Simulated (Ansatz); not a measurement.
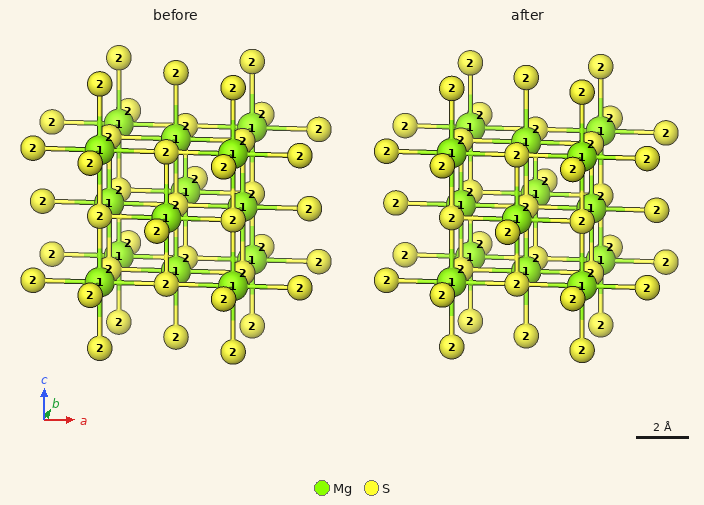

Left: a symmetric starting cell of MgS. Right: the same structure after one change, at the same scale. A ball-and-stick model of the conventional cell (4 times the calculation's cell), seen from a free direction. Lengths and directions refer to the drawn axes.

All numbers below come from Ansatz 0.2.0, DFT PBE, scalar-relativistic, plane waves, PAW. Set-up: plane-wave cutoff 420 eV; k-point mesh 8 × 8 × 8; occupations gaussian; smearing width 0.02 eV; no spin polarisation.

> Which change leads from the left to the right?

All lengths are scaled by −2.3 % (volume −6.7 %), the atoms keeping their fractional coordinates. No relaxation follows. The starting cell wasn't computed here and needn't be at equilibrium, so pressure and forces aren't due to the change alone.

> And its effect?

The pressure is 7.4 GPa (not all of it need come from the change, since the unchanged cell can be under pressure at this level too). All forces vanish by symmetry. Among the bonded contacts that change: Mg–S 2.602 → 2.542 Å. The space group stays Fm-3m (No. 225).
